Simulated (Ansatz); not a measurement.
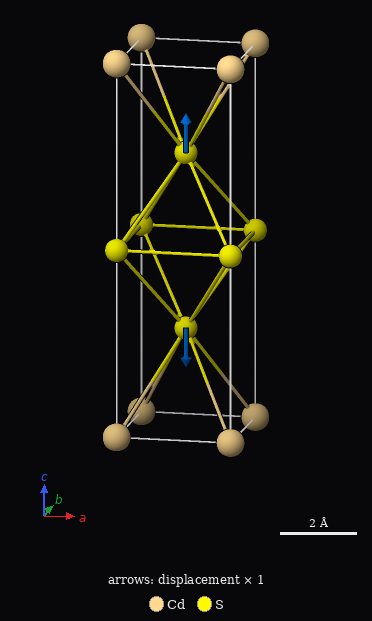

This is a relaxation of crystalline CdS3 (a generated structure, set up in P4/mmm) (coarse preliminary run). The starting structure is drawn; blue arrows show the displacements (the part carried along by the change of the cell is left out), at their true length.

A ball-and-stick model of the cell of the calculation, seen slightly off an axis.

These are results of Ansatz, DFT PBE, scalar-relativistic, plane waves, PAW, not measurements. (plane-wave cutoff 420 eV; k-point mesh 6 × 6 × 2; occupations gaussian; smearing width 0.1 eV; no spin polarisation; cell and atoms relaxed; force threshold 0.04 eV/Å; at most 70 steps)

Which element moves most?

Sulfur: up to 1.12 Å, against 0.00 Å for cadmium.

What did the optimiser do to the structure, and how much energy did it gain?

The largest moves relative to the cell, 1.12 Å, are those of S atoms. Cd stays in place. The volume changes by −1.6 %, with a = b 3.072 → 2.849 Å (−7.2 %), c 10.111 → 11.564 Å (+14.4 %). Near-neighbour distances that change, for instance: S–S 3.214 → 4.323 Å, Cd–S 3.455 → 2.809 Å, Cd–Cd 3.072 → 2.849 Å, S–S 3.072 → 2.849 Å. The space group stays P4/mmm (No. 123). After 10 accepted moves (12 points after the start) the energy has fallen by 398 meV per atom. The largest force component goes from 0.23 to 0.0029 eV/Å. Pressure: −9.66 GPa at the start and 0.05 GPa at the end. The line search rejected the trial step at point 5 of the run. The SCF was repeated once at an unchanged geometry on a basis and grid sized afresh for the cell, which shifted the energy by 0.6 meV per atom at most. Cost: 71 s on 1 thread of Arm Neoverse N1, with other jobs on the host, peak memory 0.36 GiB.
